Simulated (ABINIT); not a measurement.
Geometry relaxation, with input and output: La2O3 (part 1 of 4)

La2O3 (P-62m, 5 atoms in the cell), computed with Kohn-Sham DFT of a periodic cell, LDA, JTH PAW LDA v2.0, no spin polarisation (ABINIT 10.8.3).

The structure derives from a Materials Project entry.

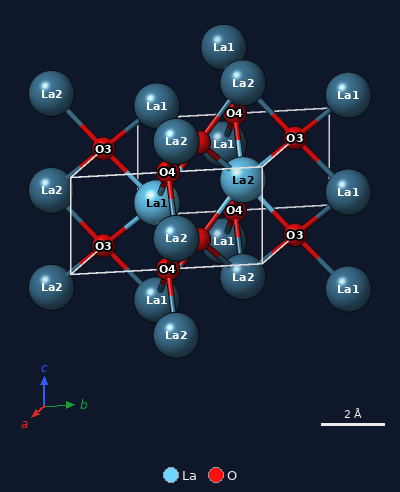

The input geometry (ball-and-stick view of the cell of the calculation, seen at an oblique angle; neighbours outside the cell are drawn fainter; atoms are numbered from 1 in the order of the input). An atom can appear more than once, as a periodic image. Near neighbours in the periodic cell (some may lie outside the picture): La has 6 O at 2.45 Å; O has 4 La at 2.45 Å.

## The input
```
# Pseudopotentials
pp_dirpath "./"
pseudos "La.LDA_PW-JTH.xml, O.LDA_PW-JTH.xml"

# Structure
acell 6.2667802772 6.2667802772 3.299766 Angstrom
rprim
     1.0000000000     0.0000000000     0.0000000000
    -0.5000000000     0.8660254038     0.0000000000
     0.0000000000     0.0000000000     1.0000000000
ntypat 2
znucl 57 8
natom 5
typat 1 1 2 2 2
xred
     0.6666666667     0.3333333333     0.5000000000
     0.3333333333     0.6666666667     0.5000000000
     0.5080139900     0.0000000000     0.0000000000
     0.0000000000     0.5080139900     0.0000000000
     0.4919860100     0.4919860100     0.0000000000
chkprim 0
chksymtnons 0
tolsym 1.0e-6

# Plane-wave basis
ecut 23.0
pawecutdg 45.0

# k points
kptopt 1
ngkpt 4 4 7
nshiftk 1
shiftk 0.0 0.0 0.0

# Exchange and correlation
ixc 7

# Bands and occupations
nband 27
occopt 3
tsmear 0.05 eV

# SCF cycle
nstep 100
tolvrs 1.0e-9

# Output
iomode 3
prtwf 0
prtden 0
prteig 0
prtebands 0
enunit 1

# Relaxation
ionmov 22
ntime 60
tolmxf 0.0001
optcell 2
dilatmx 1.08
ecutsm 0.5
```

Command:
```bash
abinit run.abi > log 2>&1
```

## Output
```
.Version 10.8.3 of ABINIT
 Symmetries : space group P-6 2 m (#189); Bravais hP (primitive hexag.)
================================================================================
 Values of the parameters that define the memory need of the present run
     intxc =       0    ionmov =      22      iscf =      17    lmnmax =      32
     lnmax =       8     mgfft =      60  mpssoang =       4    mqgrid =    3345
     natom =       5  nloc_mem =       2    nspden =       1   nspinor =       1
    nsppol =       1      nsym =      12    n1xccc =       1    ntypat =       2
    occopt =       3   xclevel =       1
       mpw =        5038          nfft =      108000          nkpt =          16
 PAW method is used; the additional fine FFT grid is defined by:
   mgfftf=        80    nfftf =    288000
================================================================================
================================================================================

--------------------------------------------------------------------------------
------------- Echo of variables that govern the present computation ------------
--------------------------------------------------------------------------------
 -outvars: echo values of preprocessed input variables --------
            acell      1.1842498415E+01  1.1842498415E+01  6.2356540196E+00 Bohr
              amu      1.38905500E+02  1.59994000E+01
          chkprim           0
      chksymtnons           0
          dilatmx      1.08000000E+00
             ecut      2.30000000E+01 Hartree
           ecutsm      5.00000000E-01 Hartree
           enunit           1
           ionmov          22
              ixc           7
         kptrlatt        4    0    0      0    4    0      0    0    7
          kptrlen      4.36495781E+01
            natom           5
            nband          27
            ngfft          60      60      30
          ngfftdg          80      80      45
             nkpt          16
            nstep         100
             nsym          12
            ntime          60
           ntypat           2
           occopt           3
          optcell           2
        pawecutdg      4.50000000E+01 Hartree
           prtden           0
        prtebands           0
           prteig           0
            prtwf           0
            rprim      1.0000000000E+00  0.0000000000E+00  0.0000000000E+00
                      -5.0000000000E-01  8.6602540380E-01  0.0000000000E+00
                       0.0000000000E+00  0.0000000000E+00  1.0000000000E+00
          spgroup         189
           tolmxf      1.00000000E-04
           tolsym      1.00000000E-06
           tolvrs      1.00000000E-09
           tsmear      1.83746611E-03 Hartree
            typat      1  1  2  2  2
           useylm           1
           xangst      3.1333901386E+00  1.8090636400E+00  1.6498830000E+00
                       1.0978986757E-16  3.6181272801E+00  1.6498830000E+00
                       3.1836120531E+00  0.0000000000E+00  0.0000000000E+00
                      -1.5918060265E+00  2.7570889138E+00  0.0000000000E+00
                       1.5415841121E+00  2.6701020063E+00  0.0000000000E+00
            xcart      5.9212492076E+00  3.4186348240E+00  3.1178270098E+00
                       2.0747278110E-16  6.8372696480E+00  3.1178270098E+00
                       6.0161548714E+00  0.0000000000E+00  0.0000000000E+00
                      -3.0080774357E+00  5.2101429519E+00  0.0000000000E+00
                       2.9131717719E+00  5.0457615201E+00  0.0000000000E+00
             xred      6.6666666667E-01  3.3333333333E-01  5.0000000000E-01
                       3.3333333333E-01  6.6666666667E-01  5.0000000000E-01
                       5.0801399000E-01  0.0000000000E+00  0.0000000000E+00
                       3.5578808063E-28  5.0801399000E-01  0.0000000000E+00
                       4.9198601000E-01  4.9198601000E-01  0.0000000000E+00
            znucl       57.00000    8.00000

================================================================================

 chkinp: Checking input parameters for consistency.

================================================================================
== DATASET  1 ==================================================================

--- !DatasetInfo
iteration_state: {dtset: 1, }
dimensions: {natom: 5, nkpt: 16, mband: 27, nsppol: 1, nspinor: 1, nspden: 1, mpw: 5038, }
cutoff_energies: {ecut:  23.0, pawecutdg:  45.0, }
electrons: {nelect:   4.00000000E+01, charge:   0.00000000E+00, occopt:   3.00000000E+00, tsmear:   1.83746611E-03, }
meta: {optdriver: 0, ionmov: 22, optcell: 2, iscf: 17, paral_kgb: 0, }
...

 Exchange-correlation functional for the present dataset will be:
  LDA: Perdew-Wang 92 LSD fit to Ceperley-Alder data - ixc=7
  J.P.Perdew and Y.Wang, PRB 45, 13244 (1992)

 Real(R)+Recip(G) space primitive vectors, cartesian coordinates (Bohr,Bohr^-1):
 R(1)= 11.8424984  0.0000000  0.0000000  G(1)=  0.0844416  0.0487524  0.0000000
 R(2)= -5.9212492 10.2559045  0.0000000  G(2)=  0.0000000  0.0975048  0.0000000
 R(3)=  0.0000000  0.0000000  6.2356540  G(3)=  0.0000000  0.0000000  0.1603681
 Unit cell volume ucvol=  7.5735468E+02 bohr^3
 Angles (23,13,12)=  9.00000000E+01  9.00000000E+01  1.20000000E+02 degrees

 Coarse grid specifications (used for wave-functions):

 getcut: wavevector=  0.0000  0.0000  0.0000  ngfft=  60  60  30
         ecut(hartree)=     26.827   => boxcut(ratio)=   2.06341

 Fine grid specifications (used for densities):

 getcut: wavevector=  0.0000  0.0000  0.0000  ngfft=  80  80  45
         ecut(hartree)=     52.488   => boxcut(ratio)=   2.07134

--- Pseudopotential description ------------------------------------------------
- pspini: atom type   1  psp file is ./La.LDA_PW-JTH.xml
 Pseudopotential format is: paw10
 basis_size (lnmax)=  8 (lmn_size= 32), orbitals=   0   0   1   1   2   2   3   3
 Spheres core radius: rc_sph= 2.51647158
 Shapefunction is SIN type: shapef(r)=[sin(pi*r/rshp)/(pi*r/rshp)]**2
 Radius for shape functions =  1.95079210
 Compensation charge density is not taken into account in XC energy/potential

- pspini: atom type   2  psp file is ./O.LDA_PW-JTH.xml
 Pseudopotential format is: paw10
 basis_size (lnmax)=  4 (lmn_size=  8), orbitals=   0   0   1   1
 Spheres core radius: rc_sph= 1.41465230
 Shapefunction is SIN type: shapef(r)=[sin(pi*r/rshp)/(pi*r/rshp)]**2
 Radius for shape functions =  1.20231231
 Compensation charge density is not taken into account in XC energy/potential

   5.65412909E+03                                ecore*ucvol(ha*bohr**3)
--------------------------------------------------------------------------------

================================================================================

=== [ionmov=22] Limited-memory Broyden-Fletcher-Goldfarb-Shanno method
================================================================================

--- Iteration: ( 1/60) Internal Cycle: (1/1)
--------------------------------------------------------------------------------

---SELF-CONSISTENT-FIELD CONVERGENCE--------------------------------------------

--- !BeginCycle
iteration_state: {dtset: 1, itime: 1, icycle: 1, }
solver: {iscf: 17, nstep: 100, nline: 4, wfoptalg: 10, }
tolerances: {tolvrs: 1.00E-09, }
...

     iter   Etot(hartree)      deltaE(h)  residm     nres2
 ETOT  1  -112.82702607146    -1.128E+02 3.949E-01 4.278E+01
 ETOT  2  -113.18798361618    -3.610E-01 1.172E-02 1.069E+01
 ETOT  3  -113.17464537081     1.334E-02 2.017E-03 1.995E+00
 ETOT  4  -113.16302940553     1.162E-02 9.595E-04 1.659E+00
 ETOT  5  -113.16115343256     1.876E-03 1.267E-03 5.541E-01
 ETOT  6  -113.15932371830     1.830E-03 6.710E-04 5.879E-02
 ETOT  7  -113.15919796702     1.258E-04 8.981E-04 1.891E-02
 ETOT  8  -113.15920018814    -2.221E-06 2.105E-04 3.067E-03
 ETOT  9  -113.15927680461    -7.662E-05 5.460E-04 4.199E-04
 ETOT 10  -113.15928110592    -4.301E-06 1.110E-04 4.869E-05
 ETOT 11  -113.15928190484    -7.989E-07 3.266E-04 3.234E-05
 ETOT 12  -113.15928189806     6.785E-09 7.755E-05 2.967E-06
 ETOT 13  -113.15928190485    -6.793E-09 1.471E-04 5.677E-08
 ETOT 14  -113.15928190798    -3.128E-09 6.488E-05 5.751E-08
 ETOT 15  -113.15928190812    -1.374E-10 6.023E-05 1.104E-08
 ETOT 16  -113.15928190820    -8.680E-11 5.080E-05 2.053E-09
 ETOT 17  -113.15928190820     3.794E-12 7.940E-05 1.516E-10

 At SCF step   17       nres2   =  1.52E-10 < tolvrs=  1.00E-09 =>converged.

 Cartesian components of stress tensor (hartree/bohr^3)
  sigma(1 1)=  3.84237673E-05  sigma(3 2)=  0.00000000E+00
  sigma(2 2)=  3.84237669E-05  sigma(3 1)=  0.00000000E+00
  sigma(3 3)=  1.83393030E-04  sigma(2 1)=  0.00000000E+00

--- !ResultsGS
iteration_state: {dtset: 1, itime: 1, icycle: 1, }
comment   : Summary of ground state results
lattice_vectors:
- [ 11.8424984,   0.0000000,   0.0000000, ]
- [ -5.9212492,  10.2559045,   0.0000000, ]
- [  0.0000000,   0.0000000,   6.2356540, ]
lattice_lengths: [  11.84250,   11.84250,    6.23565, ]
lattice_angles: [ 90.000,  90.000, 120.000, ] # degrees, (23, 13, 12)
lattice_volume:   7.5735468E+02
convergence: {deltae:  3.794E-12, res2:  1.516E-10, residm:  7.940E-05, diffor: null, }
etotal    :  -1.13159282E+02
entropy   :   0.00000000E+00
fermie    :   5.16240443E-02
cartesian_stress_tensor: # hartree/bohr^3
- [  3.84237673E-05,   0.00000000E+00,   0.00000000E+00, ]
- [  0.00000000E+00,   3.84237669E-05,   0.00000000E+00, ]
- [  0.00000000E+00,   0.00000000E+00,   1.83393030E-04, ]
pressure_GPa:  -2.5522E+00
xred      :
- [  6.6667E-01,   3.3333E-01,   5.0000E-01, La]
- [  3.3333E-01,   6.6667E-01,   5.0000E-01, La]
- [  5.0801E-01,   0.0000E+00,   0.0000E+00,  O]
- [  3.5579E-28,   5.0801E-01,   0.0000E+00,  O]
- [  4.9199E-01,   4.9199E-01,   0.0000E+00,  O]
cartesian_forces: # hartree/bohr
- [ -0.00000000E+00,  -0.00000000E+00,  -0.00000000E+00, ]
- [ -0.00000000E+00,  -0.00000000E+00,  -0.00000000E+00, ]
- [ -1.36615281E-03,   3.74756565E-20,  -0.00000000E+00, ]
- [  6.83076405E-04,  -1.18312304E-03,  -0.00000000E+00, ]
- [  6.83076405E-04,   1.18312304E-03,  -0.00000000E+00, ]
force_length_stats: {min:   0.00000000E+00, max:   1.36615281E-03, mean:   8.19691685E-04, }
...

 Integrated electronic density in atomic spheres:
 ------------------------------------------------
 Atom  Sphere_radius  Integrated_density
    1        2.51647          7.97813417
    2        2.51647          7.97813417
    3        1.41465          4.50310035
    4        1.41465          4.50310035
    5        1.41465          4.50310035

---OUTPUT-----------------------------------------------------------------------

 Cartesian coordinates (xcart) [bohr]
  5.92124920757423E+00  3.41863482399327E+00  3.11782700979111E+00
  2.07472781098603E-16  6.83726964798654E+00  3.11782700979111E+00
  6.01615487144824E+00  0.00000000000000E+00  0.00000000000000E+00
 -3.00807743572412E+00  5.21014295186930E+00  0.00000000000000E+00
  2.91317177185010E+00  5.04576152011050E+00  0.00000000000000E+00
 Reduced coordinates (xred)
  6.66666666666667E-01  3.33333333333333E-01  5.00000000000000E-01
  3.33333333333333E-01  6.66666666666667E-01  5.00000000000000E-01
  5.08013990000000E-01  0.00000000000000E+00  0.00000000000000E+00
  3.55788080625002E-28  5.08013990000000E-01  0.00000000000000E+00
  4.91986010000000E-01  4.91986010000000E-01  0.00000000000000E+00
 Cartesian forces (fcart) [Ha/bohr]; max,rms= 1.36615E-03 6.10962E-04 (free atoms)
 -0.00000000000000E+00 -0.00000000000000E+00 -0.00000000000000E+00
 -0.00000000000000E+00 -0.00000000000000E+00 -0.00000000000000E+00
 -1.36615280905461E-03  3.74756565032112E-20 -0.00000000000000E+00
  6.83076404527306E-04 -1.18312303807151E-03 -0.00000000000000E+00
  6.83076404527306E-04  1.18312303807151E-03 -0.00000000000000E+00
 Gradient of E wrt nuclear positions in reduced coordinates (gred)
  0.00000000000000E+00 -0.00000000000000E+00  0.00000000000000E+00
  0.00000000000000E+00 -0.00000000000000E+00  0.00000000000000E+00
  1.61786624760799E-02 -8.08933123803993E-03 -0.00000000000000E+00
 -8.08933123803993E-03  1.61786624760799E-02 -0.00000000000000E+00
 -8.08933123803993E-03 -8.08933123803993E-03 -0.00000000000000E+00
 Scale of Primitive Cell (acell) [bohr]
  1.18424984151485E+01  1.18424984151485E+01  6.23565401958222E+00
 Real space primitive translations (rprimd) [bohr]
  1.18424984151485E+01  0.00000000000000E+00  0.00000000000000E+00
 -5.92124920757423E+00  1.02559044719798E+01  0.00000000000000E+00
  0.00000000000000E+00  0.00000000000000E+00  6.23565401958222E+00
 Unitary Cell Volume (ucvol) [Bohr^3]=  7.57354679155607E+02
 Angles (23,13,12)= [degrees]
  9.00000000000000E+01  9.00000000000000E+01  1.19999999999554E+02
 Lengths [Bohr]
  1.18424984151485E+01  1.18424984153081E+01  6.23565401958222E+00
 Stress tensor in cartesian coordinates (strten) [Ha/bohr^3]
  3.84237672512756E-05  0.00000000000000E+00  0.00000000000000E+00
  0.00000000000000E+00  3.84237668956417E-05  0.00000000000000E+00
  0.00000000000000E+00  0.00000000000000E+00  1.83393030136073E-04
 Total energy (etotal) [Ha]= -1.13159281908199E+02

--- Iteration: ( 2/60) Internal Cycle: (1/1)
--------------------------------------------------------------------------------

---SELF-CONSISTENT-FIELD CONVERGENCE--------------------------------------------

--- !BeginCycle
iteration_state: {dtset: 1, itime: 2, icycle: 1, }
solver: {iscf: 17, nstep: 100, nline: 4, wfoptalg: 10, }
tolerances: {tolvrs: 1.00E-09, }
...

     iter   Etot(hartree)      deltaE(h)  residm     nres2
 ETOT  1  -113.16334420015    -1.132E+02 6.206E+01 1.192E+00
 ETOT  2  -113.16207438216     1.270E-03 2.921E-03 1.713E+00
 ETOT  3  -113.16007894459     1.995E-03 6.785E-03 5.236E-02
 ETOT  4  -113.15996947472     1.095E-04 3.565E-03 8.782E-03
 ETOT  5  -113.15994882372     2.065E-05 1.795E-03 4.647E-03
 ETOT  6  -113.15995314925    -4.326E-06 2.946E-03 1.550E-03
 ETOT  7  -113.15996734340    -1.419E-05 3.455E-04 4.818E-04
 ETOT  8  -113.15998101818    -1.367E-05 5.065E-03 7.854E-05
 ETOT  9  -113.15998119351    -1.753E-07 1.782E-04 1.308E-05
 ETOT 10  -113.15998137655    -1.830E-07 3.077E-03 1.138E-05
 ETOT 11  -113.15998137220     4.352E-09 1.280E-04 2.485E-06
 ETOT 12  -113.15998137251    -3.081E-10 2.053E-03 4.975E-07
 ETOT 13  -113.15998137201     4.987E-10 7.862E-05 5.226E-08
 ETOT 14  -113.15998137192     8.738E-11 1.331E-03 8.754E-10

 At SCF step   14       nres2   =  8.75E-10 < tolvrs=  1.00E-09 =>converged.

 Cartesian components of stress tensor (hartree/bohr^3)
  sigma(1 1)=  2.03327182E-05  sigma(3 2)=  0.00000000E+00
  sigma(2 2)=  2.03327179E-05  sigma(3 1)=  0.00000000E+00
  sigma(3 3)=  1.24395582E-04  sigma(2 1)=  0.00000000E+00

--- !ResultsGS
iteration_state: {dtset: 1, itime: 2, icycle: 1, }
comment   : Summary of ground state results
lattice_vectors:
- [ 11.8288474,   0.0000000,   0.0000000, ]
- [ -5.9144237,  10.2440824,   0.0000000, ]
- [  0.0000000,   0.0000000,   6.2013468, ]
lattice_lengths: [  11.82885,   11.82885,    6.20135, ]
lattice_angles: [ 90.000,  90.000, 120.000, ] # degrees, (23, 13, 12)
lattice_volume:   7.5145245E+02
convergence: {deltae:  8.738E-11, res2:  8.754E-10, residm:  1.331E-03, diffor: null, }
etotal    :  -1.13159981E+02
entropy   :   0.00000000E+00
fermie    :   5.35606594E-02
cartesian_stress_tensor: # hartree/bohr^3
- [  2.03327182E-05,   0.00000000E+00,   0.00000000E+00, ]
- [  0.00000000E+00,   2.03327179E-05,   0.00000000E+00, ]
- [  0.00000000E+00,   0.00000000E+00,   1.24395582E-04, ]
pressure_GPa:  -1.6188E+00
xred      :
- [  6.6667E-01,   3.3333E-01,   5.0000E-01, La]
- [  3.3333E-01,   6.6667E-01,   5.0000E-01, La]
- [  5.0786E-01,   1.1102E-16,   0.0000E+00,  O]
- [  1.1102E-16,   5.0786E-01,   0.0000E+00,  O]
- [  4.9214E-01,   4.9214E-01,   0.0000E+00,  O]
cartesian_forces: # hartree/bohr
- [  2.16825516E-20,   4.33689482E-20,  -2.03532797E-31, ]
- [  2.16840434E-20,   4.33680869E-20,  -2.03532797E-31, ]
- [ -1.26020613E-03,   7.10036842E-21,   1.35688531E-31, ]
- [  6.30103067E-04,  -1.09137053E-03,   1.35688531E-31, ]
- [  6.30103067E-04,   1.09137053E-03,   1.35688531E-31, ]
force_length_stats: {min:   4.84869952E-20, max:   1.26020613E-03, mean:   7.56123680E-04, }
...

 Integrated electronic density in atomic spheres:
```
